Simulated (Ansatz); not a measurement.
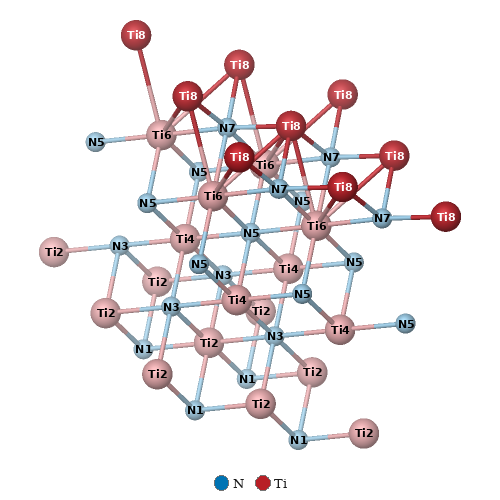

The system is F on a TiN(111) slab cut from the Fm-3m phase (8 atoms of substrate and one adsorbate in a 1 × 1 cell); the picture shows it without the atoms that are moved over the map. One F atom a 1 × 1 cell is placed over a mesh of places on the rigid (1 1 1) surface, and only its height is relaxed. Places are given modulo a cell vector. The map is drawn in real space over the plane of the surface. Grid: 4 × 4 points. Energies are in eV, from the lowest grid point. This mesh misses the points at thirds of the hexagonal cell. With one adsorbate in each 1 × 1 cell, its nearest image is 3.0 Å away, so neighbouring adsorbates interact. Computed with DFT PBEsol, scalar-relativistic, plane waves, PAW in Ansatz 0.2.0.

Range: place along a₁ from 0.00 to 0.75; place along a₂ from 0.00 to 0.75.

Predict the map.

Answer. The lowest grid point is at (1/4, 2/4) of the cell vectors [nearest 1 Ti at 1.90 Å]. The highest grid point, the top site over a surface Ti atom, (0/4, 0/4) of the cell vectors, lies 0.612 eV above the lowest. At the lowest point the adsorbate has 1 Ti at 1.90 Å as nearest neighbours, at the highest 1 Ti at 1.76 Å. Its relaxed height above the top atom is 1.40 Å at the lowest and 1.76 Å at the highest point.

| place along a₂ ↓, place along a₁ → | 0/4 | 1/4 | 2/4 | 3/4 |
| --- | --- | --- | --- | --- |
| 3/4 | 0.485 | 0.000 | 0.000 | 0.485 |
| 2/4 | 0.013 | 0.000 | 0.013 | 0.070 |
| 1/4 | 0.485 | 0.485 | 0.070 | 0.070 |
| 0/4 | 0.612 | 0.485 | 0.013 | 0.485 |

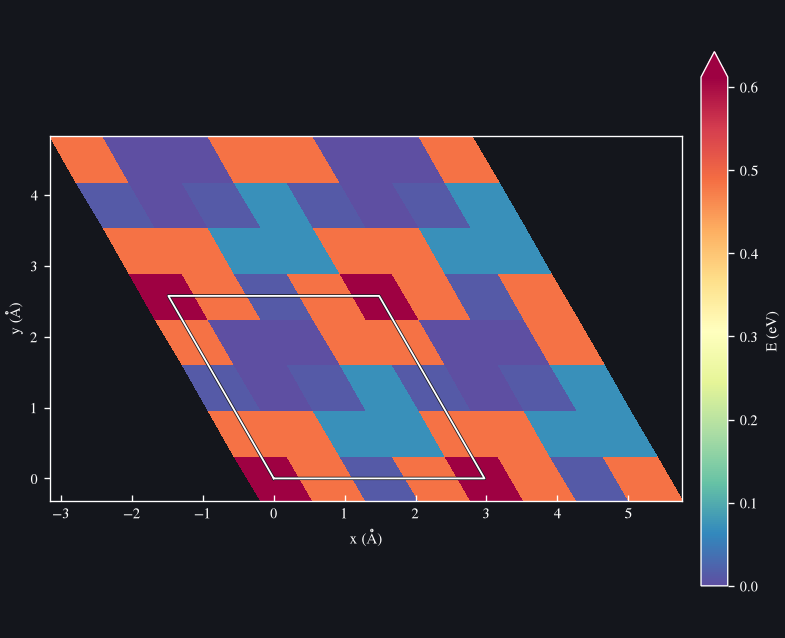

The picture shows one coloured cell a grid point, the outline of one cell of the 2 × 2 shown, one colour for all values above the top of the scale.
